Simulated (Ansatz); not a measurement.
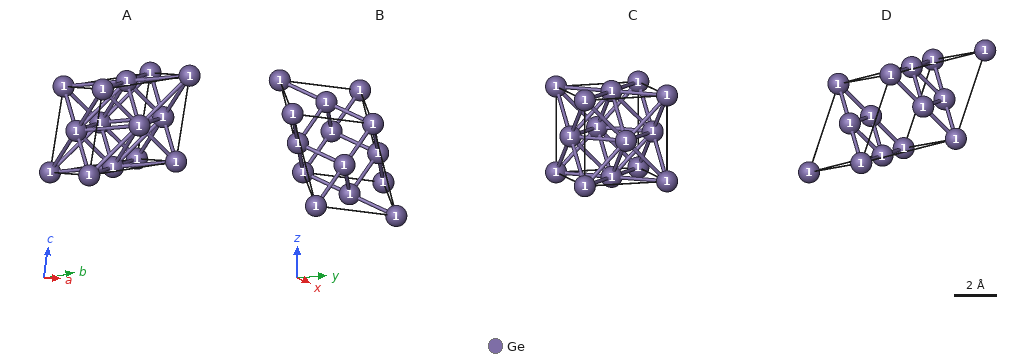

Energy scan for crystalline Ge (Fm-3m), in which the ratio of the cell's length along [111] to its lengths across, counted as 1 for the reference, is changed at fixed volume (a trigonal path), with the atoms kept at their fractional coordinates. x, y and z are the Cartesian axes of the input. The picture is a ball-and-stick view of the conventional cell (4 times the calculation's cell), seen slightly off an axis. Lengths and directions refer to the drawn axes.

All numbers below come from Ansatz, DFT r2SCAN, scalar-relativistic, plane waves, PAW. Set-up: plane-wave cutoff 500 eV; k-point mesh 22 × 22 × 22; occupations gaussian; smearing width 0.15 eV; no spin polarisation. Energies (free energies at the smearing named) are counted from the cell as listed in its source, which wasn't relaxed.

> Order these geometries by energy, lowest first.

Lowest first: B (the relative ratio 0.50, −221 meV/atom), C (the relative ratio 1.00, 0 meV/atom), A (the relative ratio 1.41, 232 meV/atom), D (the relative ratio 2.00, 1264 meV/atom). Over the whole scan: of the computed points the lowest is at the relative ratio 0.50, −221 meV/atom. The energy is still falling at the end of the range, so the minimum along this coordinate lies there or beyond. The end points stand at −221 meV/atom (0.50) and 1264 meV/atom (2.00). The unrelaxed reference is under a pressure of 2.2 GPa. The distortion takes the space group from Fm-3m to R-3m, except for Pm-3m at 0.50. At the relative ratio 2.00 the cell of the drawing goes a 4.197 → 4.711 Å, b 4.197 → 4.711 Å, c 4.197 → 4.711 Å, α 90.0° → 60.0°, β 90.0° → 60.0°, γ 90.0° → 60.0°.
